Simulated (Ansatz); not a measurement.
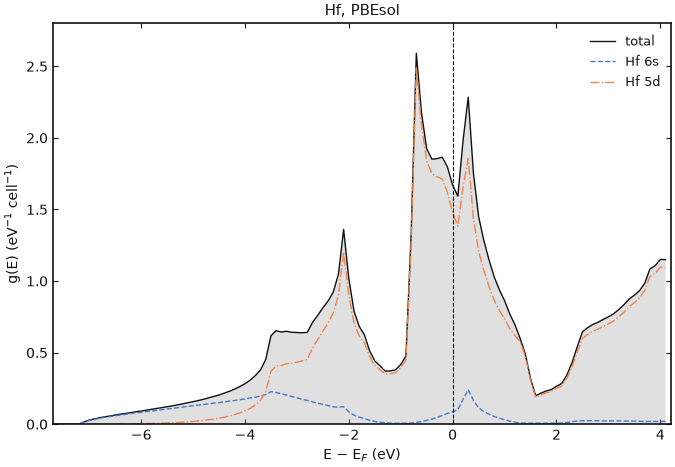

Density of states of Hf, space group Im-3m, 1 atom in the cell. Method: DFT PBEsol, scalar-relativistic, plane waves, PAW, no spin polarisation, 16×16×16 k mesh, Gaussian smearing of 0.1 eV (Ansatz 0.2.0). Energies are counted from the Fermi level. The partial curves are projected on Löwdin-orthogonalised atomic shells.

It is a metal. The density of states at the Fermi level is about 1.8 per eV and cell (mean within 0.25 eV). By projected weight, the states within 0.3 eV of the Fermi level are Hf 5d almost alone.

Spin-orbit coupling is left out, which matters for Hf. The run has no spin polarisation, and a density of states this high at the Fermi level may favour a magnetic state.
